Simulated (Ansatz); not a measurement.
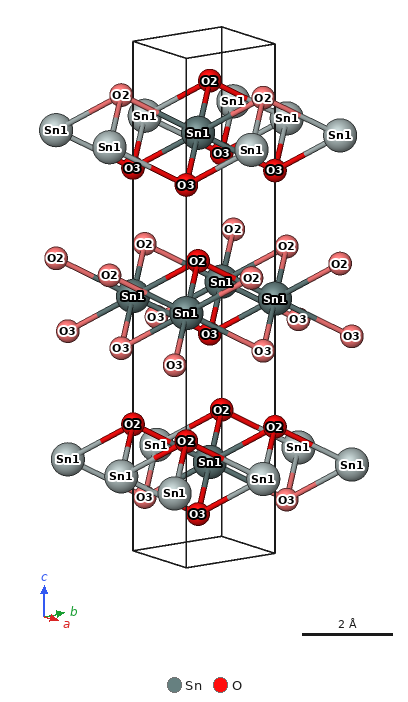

*The input geometry (ball-and-stick view of the cell 3 times as large as that of the calculation, set on its symmetry axes, seen slightly off an axis; neighbours outside the cell are drawn fainter; atoms are numbered from 1 in the order of the input). An atom can appear more than once, as a periodic image.*

Near neighbours in the periodic cell (some may lie outside the picture): Sn has 6 O at 2.08 Å; O has 3 Sn at 2.08 Å.

Geometry relaxation, with input and output: SnO2

- system: SnO2 (R-3m, 3 atoms in the cell)
- method: DFT LDA+D3(BJ), scalar-relativistic, plane waves, PAW, PAW set soft_1, no spin polarisation (Ansatz 0.2.0)

The structure derives from a Materials Project entry. Figures and captions count atoms from 1; the log counts them from 0 in places.

**Input file**
```yaml
crystal:
  lattice:
    - [1.6065670104, 0.927551896, 3.8353402226]
    - [-1.6065670104, 0.927551896, 3.8353402226]
    - [0.0, -1.8551037919, 3.8353402226]
  atoms:
    - { symbol: Sn, position: [0.5, 0.5, 0.5] }
    - { symbol: O, position: [0.2484364073, 0.2484364073, 0.2484364073] }
    - { symbol: O, position: [0.7515635927, 0.7515635927, 0.7515635927] }
basis:
  ecutwfc: 520.0
kpoints:
  mp_grid: { grid: [12, 12, 12] }
hamiltonian:
  xc: lda
  pseudopotentials: { kind: paw, azcp: { folder: soft_1 } }
  dispersion: d3bj
scf:
  occupations: { method: gaussian, width: 0.02 }
output:
  forces: true
  stress: true
  eigenvalues: true
  write_density: true
  write_potential: true
  elf: true
  volumetric_format: npy
relax:
  adjacent_minimum: "off"
  f_tol: 0.005
  max_steps: 80
  cell: { stress_tol: 0.05 }
```

Run on 2 threads of Arm Neoverse V1, 24 GiB of memory available, shared host.

Command:
```bash
ansatz run input.yaml --threads 2 --pin off --max-ram 4096MiB --backend cpu --events-out ev --progress --plain --runs-dir out
```

**Output**
```
Warning: [file] the record states the generating functional pbe (its physics header spells it `PBE`), which answers neither for hamiltonian.xc's functional nor for the lda family's — results may be inconsistent (PPs are generated against a specific XC)
Warning: [file] the record states the generating functional pbe (its physics header spells it `PBE`), which answers neither for hamiltonian.xc's functional nor for the lda family's — results may be inconsistent (PPs are generated against a specific XC)
Warning: the engine holds no damping parameters fitted to this dispersion correction and functional, so the run takes those fitted to pbe (hamiltonian.dispersion, under Limitations)
Engine: ansatz 0.2.0, aarch64-unknown-linux-gnu
Pseudopotentials: kind: paw
Pseudopotential: Sn, paw, valence charge 14, recommended cutoff 420 eV (normal), [file]
Pseudopotential: O, paw, valence charge 6, recommended cutoff 420 eV (normal), [file]
Functional definition: SPW92
  exchange = slater_x
  correlation = pw_c
Crystal: 3 atoms, lattice volume = 34.292 Å³
Basis set: ecut = 520 eV, 909 PW (Γ)
Bands: 17, of which v1, the nominal top of the filled ones, is band 13 counted from 1 (12 counted from 0)
Symmetry: 12 space group operations
Space group: R-3m (ITA 166), of the structure as read, at distance tolerance 3.2e-5 Å
k-points: 189 of 1728
Non-local potential: Sn, projectors of the file, l = 0: 2, l = 1: 2, l = 2: 2, l = 3: 1
Non-local potential: O, projectors of the file, l = 0: 2, l = 1: 2, l = 2: 1
PAW form: soft (Blöchl's): semilocal exchange-correlation on the pseudo side does not see the compensation charge
PAW frozen core: Sn, regenerated for the run's functional, and the local potential with it (the file was generated under x = pbe(κ = 0.804, μ = 0.2195149727645171), c = pbe(β = 0.06672455060314922))
PAW frozen core: O, regenerated for the run's functional, and the local potential with it (the file was generated under x = pbe(κ = 0.804, μ = 0.2195149727645171), c = pbe(β = 0.06672455060314922))
PAW one-centre angular grid: Sn, 590 points (default); XC on 64 Gauss nodes
PAW one-centre angular grid: O, 110 points (default); XC on 64 Gauss nodes
Initial density: superposition of atomic densities (chi_scale 0.1, normalization cell, long waves kept (reshape's long-wave potential 0.02 eV rms))
Initial wavefunctions: pseudopotential atomic-orbital guess
Functional: x = slater, c = lda
SCF iter   1: F=—  HF=-6990.751790 eV  |F-HF|=—  |Δ(HF+E_count)|=         —  Δρ=6.63e-2  dr2=1.20e0  ethr=3.10e-3  ⟨swp⟩=6.0  Hψ=18138  notcnv=0
preconditioner: auto → none  [insulator: Δε(μ)=1.816 eV  Ē_g=20.607 eV  σ=0.020 eV  W_gap=1.00  n_scr=14 (ndim 8)  ℏωp=32.3 eV  f_vac=0.002  D(μ)=0.00/eV (n_scr^D=0)  ε∞_Penn≈3.5]
SCF iter   2: F=—  HF=-6990.419962 eV  |F-HF|=—  |Δ(HF+E_count)|=   3.32e-1  Δρ=2.67e-2  dr2=1.84e-1  ethr=3.10e-3  ⟨swp⟩=3.1  Hψ=7940  notcnv=0
SCF iter   3: F=—  HF=-6990.382502 eV  |F-HF|=—  |Δ(HF+E_count)|=   3.75e-2  Δρ=4.91e-3  dr2=4.41e-3  ethr=7.06e-4  ⟨swp⟩=2.7  Hψ=5015  notcnv=0
SCF iter   4: F=—  HF=-6990.382106 eV  |F-HF|=—  |Δ(HF+E_count)|=   3.96e-4  Δρ=4.95e-4  dr2=5.32e-5  ethr=1.70e-5  ⟨swp⟩=2.7  Hψ=6280  notcnv=0
SCF iter   5: F=—  HF=-6990.382117 eV  |F-HF|=—  |Δ(HF+E_count)|=   1.14e-5  Δρ=1.08e-4  dr2=1.39e-6  ethr=2.05e-7  ⟨swp⟩=2.3  Hψ=4774  notcnv=0
SCF iter   6: F=-6990.382118 eV  HF=-6990.382118 eV  |F-HF|=4.50e-8  |Δ(HF+E_count)|=   4.74e-7  Δρ=1.32e-5  dr2=4.96e-8  ethr=3.85e-10  ⟨swp⟩=10.7  Hψ=25854  notcnv=0
SCF 1 converged in 6 iterations: F = -6990.382118 eV  dr2 = 4.96e-8
  greatest PAW one-centre occupation: 0.997 electrons in one spin orbital (limit 2), on the Sn atom at site 0 (counted from 0), in its partial waves of l = 2
relax step   1: F+E_penalty+E_count = -6990.38211790 eV  Δ(F+E_penalty+E_count) = +0.000e0 eV  max|allowed force component| = 4.526e-3 eV/Å  Δτ_max = 0.0000 Å  P = +0.399 GPa  Ω = 34.292 Å³  (6 SCF iters, dr2 threshold 1.00e-7 eV, accepted)
Crystal: 3 atoms, lattice volume = 34.427 Å³
Initial density: handed on by an earlier stage of this run
Initial wavefunctions: those handed on with the density
iter 1 solved again at ethr=2.23e-7 eV; its pass at ethr=3.10e-3 eV (dr2=5.79e-5 eV) is discarded
SCF iter   1: F=—  HF=-6990.382176 eV  |F-HF|=—  |Δ(HF+E_count)|=         —  Δρ=4.93e-4  dr2=4.39e-5  ethr=2.23e-7  ⟨swp⟩=2.0  Hψ=19535  notcnv=0
preconditioner: auto → none  [insulator: Δε(μ)=1.420 eV  Ē_g=20.040 eV  σ=0.020 eV  W_gap=1.00  n_scr=14 (ndim 8)  ℏωp=32.3 eV  f_vac=0.039  D(μ)=0.00/eV (n_scr^D=0)  ε∞_Penn≈3.6]
SCF iter   2: F=—  HF=-6990.382166 eV  |F-HF|=—  |Δ(HF+E_count)|=   9.80e-6  Δρ=2.49e-4  dr2=6.80e-6  ethr=1.69e-7  ⟨swp⟩=2.7  Hψ=5305  notcnv=0
SCF iter   3: F=—  HF=-6990.382166 eV  |F-HF|=—  |Δ(HF+E_count)|=   8.54e-7  Δρ=1.04e-4  dr2=1.96e-6  ethr=2.61e-8  ⟨swp⟩=2.4  Hψ=4929  notcnv=0
SCF iter   4: F=-6990.382165 eV  HF=-6990.382165 eV  |F-HF|=1.36e-8  |Δ(HF+E_count)|=   3.15e-7  Δρ=1.99e-5  dr2=4.32e-8  ethr=1.15e-9  ⟨swp⟩=7.6  Hψ=22146  notcnv=0
SCF 2 converged in 4 iterations: F = -6990.382165 eV  dr2 = 4.32e-8
relax step   2: F+E_penalty+E_count = -6990.38216528 eV  Δ(F+E_penalty+E_count) = -4.738e-5 eV  max|allowed force component| = 2.255e-2 eV/Å  Δτ_max = 0.0038 Å  P = -0.087 GPa  Ω = 34.427 Å³  energy of the carried Pulay correction = -1.432e-5 eV  (4 SCF iters, dr2 threshold 3.00e-7 eV, accepted)
Crystal: 3 atoms, lattice volume = 34.379 Å³
iter 1 solved again at ethr=2.20e-8 eV; its pass at ethr=3.10e-3 eV (dr2=5.71e-6 eV) is discarded
SCF iter   1: F=—  HF=-6990.382229 eV  |F-HF|=—  |Δ(HF+E_count)|=         —  Δρ=1.95e-4  dr2=4.67e-6  ethr=2.20e-8  ⟨swp⟩=2.0  Hψ=19295  notcnv=0
preconditioner: auto → none  [insulator: Δε(μ)=1.423 eV  Ē_g=20.049 eV  σ=0.020 eV  W_gap=1.00  n_scr=14 (ndim 8)  ℏωp=32.3 eV  f_vac=0.038  D(μ)=0.00/eV (n_scr^D=0)  ε∞_Penn≈3.6]
SCF iter   2: F=—  HF=-6990.382228 eV  |F-HF|=—  |Δ(HF+E_count)|=   9.97e-7  Δρ=9.30e-5  dr2=7.94e-7  ethr=1.80e-8  ⟨swp⟩=2.0  Hψ=5319  notcnv=0
SCF iter   3: F=—  HF=-6990.382228 eV  |F-HF|=—  |Δ(HF+E_count)|=   7.72e-8  Δρ=1.70e-5  dr2=6.08e-8  ethr=3.05e-9  ⟨swp⟩=2.0  Hψ=4726  notcnv=0
SCF iter   4: F=-6990.382228 eV  HF=-6990.382228 eV  |F-HF|=1.16e-8  |Δ(HF+E_count)|=   8.11e-9  Δρ=7.56e-6  dr2=1.34e-8  ethr=1.72e-10  ⟨swp⟩=8.9  Hψ=19408  notcnv=0
SCF 3 converged in 4 iterations: F = -6990.382228 eV  dr2 = 1.34e-8
relax step   3: F+E_penalty+E_count = -6990.38222824 eV  Δ(F+E_penalty+E_count) = -6.295e-5 eV  max|allowed force component| = 4.424e-3 eV/Å  Δτ_max = 0.0019 Å  P = +0.040 GPa  Ω = 34.379 Å³  energy of the carried Pulay correction = -9.201e-6 eV  (4 SCF iters, dr2 threshold 4.47e-8 eV, accepted)
Initial wavefunctions: pseudopotential atomic-orbital guess (no wavefunctions were taken with the density)
iter 1 solved again at ethr=2.35e-8 eV; its pass at ethr=3.10e-3 eV (dr2=6.10e-6 eV) is discarded
SCF iter   1: F=—  HF=-6990.382238 eV  |F-HF|=—  |Δ(HF+E_count)|=         —  Δρ=7.55e-6  dr2=1.30e-8  ethr=2.35e-8  ⟨swp⟩=4.1  Hψ=28229  notcnv=0
preconditioner: auto → none  [insulator: Δε(μ)=1.423 eV  Ē_g=20.048 eV  σ=0.020 eV  W_gap=1.00  n_scr=14 (ndim 8)  ℏωp=32.3 eV  f_vac=0.038  D(μ)=0.00/eV (n_scr^D=0)  ε∞_Penn≈3.6]
SCF iter   2: F=—  HF=-6990.382237 eV  |F-HF|=—  |Δ(HF+E_count)|=   8.88e-7  Δρ=3.80e-6  dr2=3.50e-9  ethr=4.98e-11  ⟨swp⟩=3.0  Hψ=6617  notcnv=0
SCF iter   3: F=—  HF=-6990.382237 eV  |F-HF|=—  |Δ(HF+E_count)|=  9.32e-10  Δρ=1.12e-6  dr2=9.20e-11  ethr=1.35e-11  ⟨swp⟩=2.0  Hψ=4414  notcnv=0
SCF iter   4: F=-6990.382237 eV  HF=-6990.382237 eV  |F-HF|=1.46e-11  |Δ(HF+E_count)|=  6.91e-11  Δρ=1.79e-7  dr2=1.87e-11  ethr=1.00e-12  ⟨swp⟩=6.9  Hψ=16205  notcnv=0
SCF 4 converged in 4 iterations: F = -6990.382237 eV  dr2 = 1.87e-11
relax step   4: F+E_penalty+E_count = -6990.38223721 eV  Δ(F+E_penalty+E_count) = -8.974e-6 eV  max|allowed force component| = 4.363e-3 eV/Å  Δτ_max = 0.0000 Å  P = +0.039 GPa  Ω = 34.379 Å³  stress off target by 4.29e-2 GPa  SCF on the basis re-selected at this cell (its energy is not comparable with the rows above)  (4 SCF iters)
```

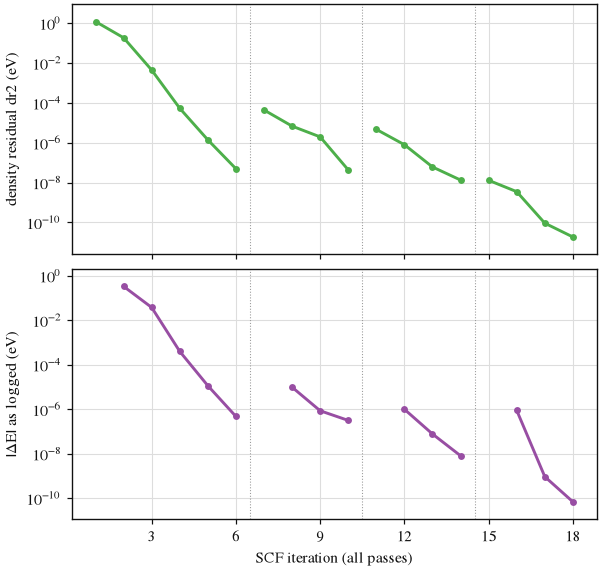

*Convergence of the self-consistent field: density residual dr2 and size of the energy change against the SCF iteration. The dotted lines part the SCF passes of the relaxation: geometry steps, rejected trials and re-solves on a re-selected basis.*

The passes take 6, 4, 4 and 4 iterations.

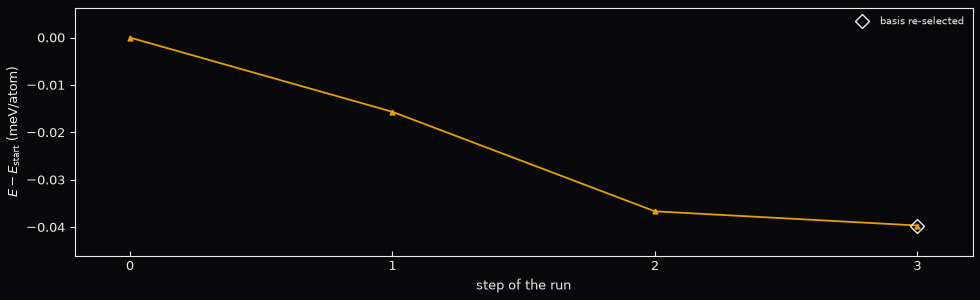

*Progress of the relaxation, step by step (the first geometry is step 0 here and step 1 in the log).*

The atoms keep their places relative to the cell (all moves are under 0.005 Å). The volume changes by +0.3 %, with a = b 3.213 → 3.216 Å (+0.1 %), c 11.506 → 11.515 Å (+0.1 %). The space group stays R-3m (No. 166). The energy falls by next to nothing (0.0 meV per atom) in 2 geometry steps. Largest force component: 0.0045 eV/Å at the start, 0.0044 eV/Å at the end. Pressure: 0.40 GPa at the start and 0.04 GPa at the end. A last SCF at the same geometry on a re-selected plane-wave basis shifts the energy by next to nothing (0.0 meV per atom).

```
basis re-selected at this cell: Δ(F+E_penalty+E_count) = -8.974e-6 eV, ΔP = -0.001 GPa vs the last step (what re-selecting the basis moved, of the pressure what is left beyond the Pulay correction that the steps carried, after the strain that the cell walked since its last selection, with what the two solves' SCF thresholds leave and, on support functions, any second-order correction that the steps lacked; it is no measure of the basis error at this ecutwfc). This SCF's stress stands 4.29e-2 GPa from its target on what of the cell is left free (relax.cell.stress_tol is 5.00e-2 GPa) and its largest allowed force component is 4.36e-3 eV/Å (relax.f_tol is 5.00e-3 eV/Å): within both
SCF converged after 4 iterations
Free energy (F): -6990.382237 eV
Harris-Foulkes:  -6990.382237 eV  (|F-HF|=1.46e-11)
Internal energy: -6990.382237 eV  (E = F + TS)
E sigma→0 (E₀):  -6990.382237 eV
Fermi energy:    10.636628 eV
--- Per-component energies (eV) ---
  E_band       = -45.859029
  E_kinetic    = 509.079304
  E_local      = -1532.497300  (includes V_loc(G=0)·N_el)
  E_nonlocal   = 259.187596
  E_hartree    = 700.378791
  E_xc         = -265.782170
  E_vxc        = -262.556662  (∫ρ·V_xc dr)
  E_paw        = -4533.032568  (= ΣΔE_a)
  E_vpaw       = -419.830094  (= ΣTr[D̂ρ^β])
  E_aug_tail   = 0.000505  (compensation charges beyond the density's cutoff)
  E_ewald      = -2127.642286
  E_disp       = -0.692844  (pairwise vdW)
  E_core_change = 0.618734  (= ΣΔE_core)
  E_smearing   = -0.000000  (= −TS)
  E_closure    = 0.000000  (closes the sum)
  Σ components = -6990.382237   (vs F -6990.382237, Δ=0.00e0)
--- Forces (eV/Å), atoms counted from 1 ---
  atom   1  Sn     0.00000000     0.00000000     0.00000000
  atom   2  O     -0.00000000     0.00000000     0.00436318
  atom   3  O      0.00000000    -0.00000000    -0.00436318
  max |Σ_I F_I| component: 1.39e-17 eV/Å
--- Stress (GPa, compression-positive) ---
        0.042880       0.000000      -0.000000
        0.000000       0.042880      -0.000000
       -0.000000      -0.000000       0.030390
  P = ⅓ Tr σ = 0.0387 GPa (0.387 kbar)
--- Band table (eV; the first three rows and the last of 189) ---
  k-point 0: bands = ["-10.5160", "-10.1863", "-10.1863", "-9.9277", "-9.9277", "-8.8609", "-6.1084", "5.4899", "8.1572", "8.1572", "8.2272", "8.2272", "9.9251", "11.3481", "14.9560", "20.0568", "20.0568"]
  k-point 1: bands = ["-10.4734", "-10.2469", "-10.1695", "-9.9431", "-9.9285", "-8.8134", "-6.0071", "5.4962", "7.4927", "7.8754", "8.1420", "8.3922", "9.8521", "11.9179", "15.2633", "19.5511", "20.2542"]
  k-point 2: bands = ["-10.4785", "-10.2993", "-10.1272", "-9.9716", "-9.9267", "-8.6507", "-5.7639", "5.3911", "6.5982", "7.4702", "7.5891", "8.4875", "9.6600", "13.0407", "16.0295", "18.7412", "20.7874"]
  k-point 188: bands = ["-10.5324", "-10.1807", "-10.1807", "-9.9248", "-9.9248", "-8.1011", "-7.0239", "6.1646", "7.1925", "7.6617", "7.6617", "8.5702", "8.5702", "14.0003", "16.0396", "21.0154", "21.0154"]
--- Relaxed structure (3 steps of the walk, 3 accepted, 1 SCFs on fresh bases) ---
  F+E_penalty+E_count = -6990.38223721 eV   max|allowed force component| = 4.363e-3 eV/Å   (the final SCF, on the basis selected at the relaxed cell)
  cell:  # Å, volume = 34.3788 Å³
    - [1.6079433576199333, 0.9283465303802196, 3.8384761034999237]
    - [-1.6079433576199333, 0.9283465303802196, 3.8384761034999237]
    - [5.600555574370773e-35, -1.8566930607103982, 3.838476103512026]
  atoms:
    - { symbol: Sn, position: [0.49999999999999994, 0.49999999999999994, 0.4999999999999999] }
    - { symbol: O, position: [0.24826581741619255, 0.24826581741619255, 0.24826581741619255] }
    - { symbol: O, position: [0.751734182583807, 0.751734182583807, 0.751734182583807] }
```

**Trajectory as extended XYZ (Å, eV, eV/Å), 4 frames, from step=1 to step=4**
```
3
Lattice="1.6066 0.9276 3.8353 -1.6066 0.9276 3.8353 0.0000 -1.8551 3.8353" Properties=species:S:1:pos:R:3:forces:R:3 step=1 energy=-6990.38212 pressure_GPa=0.40
Sn    0.0000    0.0000    5.7530    0.0000   0.0000   0.0000
O     0.0000    0.0000    2.8585    0.0000   0.0000  -0.0045
O     0.0000    0.0000    8.6475    0.0000   0.0000   0.0045
3
Lattice="1.6087 0.9288 3.8403 -1.6087 0.9288 3.8403 0.0000 -1.8576 3.8403" Properties=species:S:1:pos:R:3:forces:R:3 step=2 energy=-6990.38216 pressure_GPa=-0.09
Sn    0.0000    0.0000    5.7605    0.0000   0.0000   0.0000
O     0.0000    0.0000    2.8584    0.0000   0.0000   0.0225
O     0.0000    0.0000    8.6626    0.0000   0.0000  -0.0225
3
Lattice="1.6079 0.9283 3.8385 -1.6079 0.9283 3.8385 0.0000 -1.8567 3.8385" Properties=species:S:1:pos:R:3:forces:R:3 step=3 energy=-6990.38223 pressure_GPa=0.04
Sn    0.0000    0.0000    5.7577    0.0000   0.0000   0.0000
O     0.0000    0.0000    2.8589    0.0000   0.0000   0.0044
O     0.0000    0.0000    8.6565    0.0000   0.0000  -0.0044
3
Lattice="1.6079 0.9283 3.8385 -1.6079 0.9283 3.8385 0.0000 -1.8567 3.8385" Properties=species:S:1:pos:R:3:forces:R:3 step=4 energy=-6990.38224 pressure_GPa=0.04
Sn    0.0000    0.0000    5.7577    0.0000   0.0000   0.0000
O     0.0000    0.0000    2.8589    0.0000   0.0000   0.0044
O     0.0000    0.0000    8.6565    0.0000   0.0000  -0.0044
```

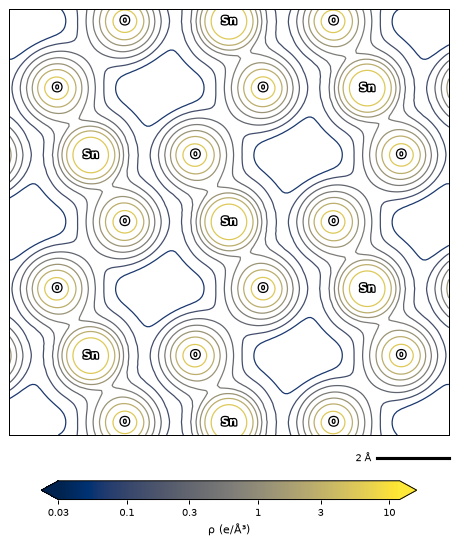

*Valence electron density on the (110) plane of the conventional cell.*

The section cuts through Sn and O sites. Sn–O (2.08 Å): ρ at the midpoint is about 0.63 e/Å³. Away from the nuclei the density in this plane falls to 0.02 e/Å³ at its lowest. The fields are those of the smooth PAW valence density.

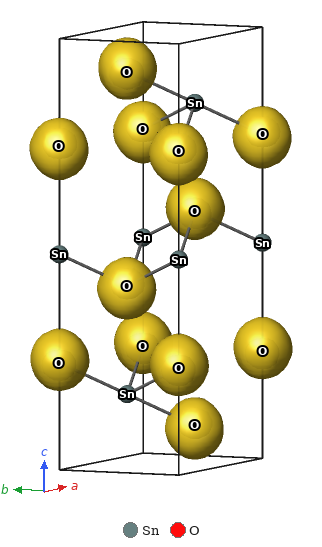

*Isosurface of the ELF at 0.75 (yellow), seen at an oblique angle. Core shells and regions of very low density are left out. Sticks mark near contacts. The outline is the cell set on symmetry axes.*

Along the contacts the grid gives the following. Sn–O (2.08 Å): the ELF is about 0.30 at the midpoint.

**Summary**

| quantity | value |
| --- | --- |
| outcome | converged |
| space group (tolerance 0.01 Å) | R-3m (166) |
| electrons treated | 26 |
| free energy | −6990.3822 eV |
| Fermi energy | 10.637 eV |
| gap on the k-point mesh | 1.42 eV |
| pressure | 0.04 GPa |
| final volume | 34.38 Å³ |
| largest force (length of the vector) at the end | 0.004 eV/Å |
| final cell | a = 4.264 Å, b = 4.264 Å, c = 4.264 Å, α = 44.31°, β = 44.31°, γ = 44.31° |
| wall time | 20 s (CPU time 39 s) |
| peak memory | 0.42 GiB |

**Notes**

Notes on the run: the PAW datasets were made with another functional; the dispersion correction has no parameters fitted for this combination and takes those fitted for PBE.
